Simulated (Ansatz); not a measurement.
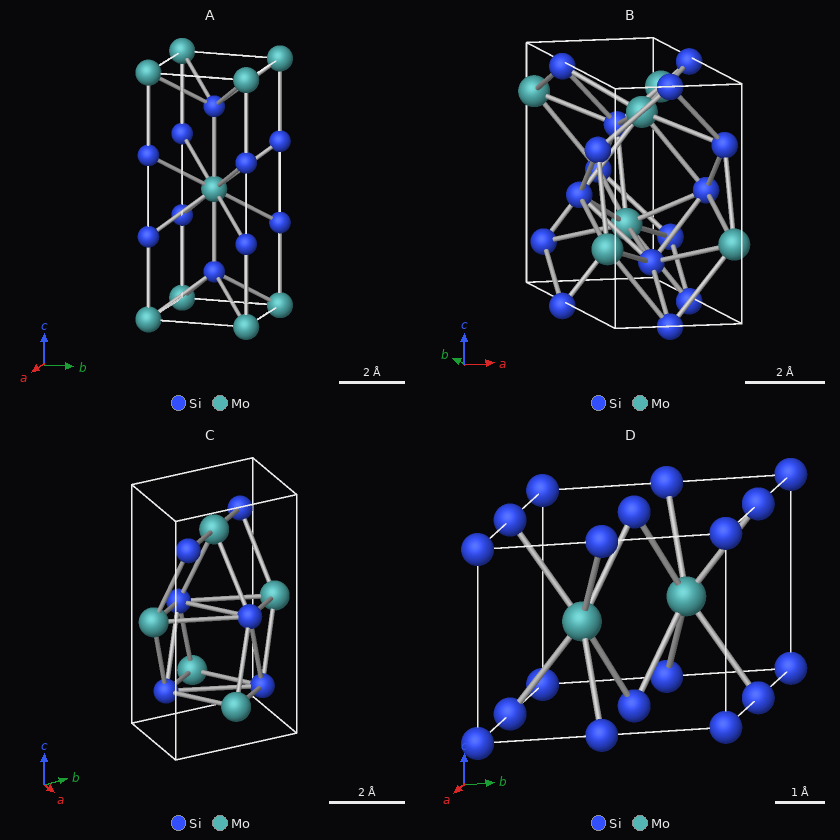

Four structures of Si₂Mo, each relaxed to rest (conventional cells in solid outline, small ones repeated, each panel with its own scale). Method: Ansatz, DFT PBE, scalar-relativistic, plane waves, PAW, without spin polarisation.

Give the type and space group of each panel.

Answer. A: 6 atoms a cell on a body-centred tetragonal lattice, I4/mmm; B: 12 atoms a cell on a base-centred orthorhombic lattice, Cmc2_1; C: 9 atoms a cell on a primitive hexagonal lattice, P6_222; D: 6 atoms a cell on a primitive hexagonal lattice, P6/mmm.

Rank them by energy, lowest first.

Answer. A, then C (+27 meV/atom), B (+290 meV/atom) and D (+789 meV/atom), energies at zero smearing.

Collect the results in a table.

Answer.
| panel | structure | E − E(lowest) (meV/atom) | volume (Å³/atom) | gap (eV) |
| --- | --- | --- | --- | --- |
| A | I4/mmm | 0 | 13.6 | metal |
| C | P6_222 | 27 | 13.5 | 0.06 |
| B | Cmc2_1 | 290 | 14.9 | metal |
| D | P6/mmm | 789 | 16.2 | metal |

Some of these may be structure types tried for this composition rather than known phases, and the most stable form need not be among them. Gaps are taken on the k-mesh or band path of each run.
